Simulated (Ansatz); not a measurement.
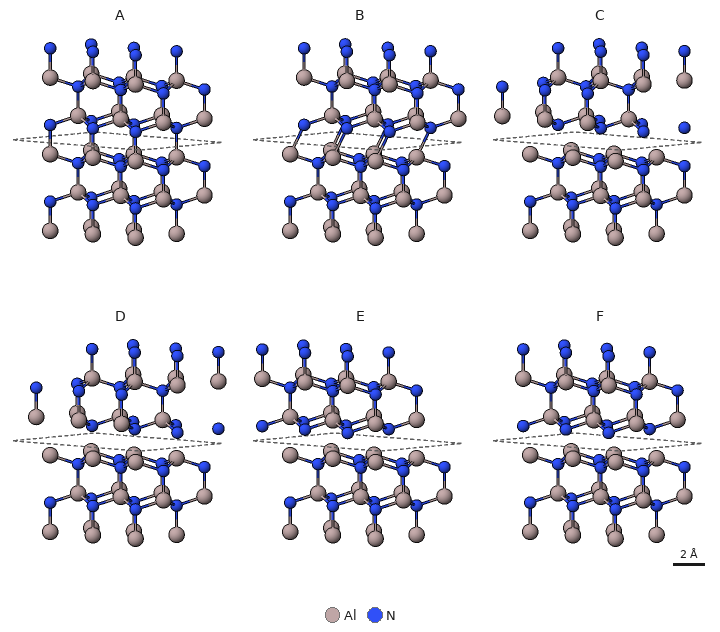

A scan of crystalline AlN (P6_3mc) along one coordinate. A ball-and-stick model of the layers on both sides of the dashed plane, seen from the side, nearly along that plane.

The calculation used DFT PBE, scalar-relativistic, plane waves, PAW in Ansatz 0.2.0. (plane-wave cutoff 420 eV; k-point mesh 8 × 8 × 3; occupations gaussian; smearing width 0.05 eV; no spin polarisation). Energies (free energies at the smearing named) are counted from the relaxed crystal.

### Which coordinate changes from frame to frame?

The crystal above a cut along the (0 0 1) plane of the conventional cell (between a plane of Al below and one of N above, 1.91 Å apart) is slid rigidly by fractions of an in-plane lattice vector 5.42 Å long (a generalised stacking fault). In the frames the slip is 0.00 (A), 0.167 (B), 0.333 (C), 0.50 (D), 0.667 (E), 0.917 (F). One cut stands in each cell, which starts 10.0 Å high; nothing is relaxed, and the dashed outline marks the cut. Their energies are 0 mJ/m², 1681 mJ/m², 3694 mJ/m², 2747 mJ/m², 2907 mJ/m², 433 mJ/m².
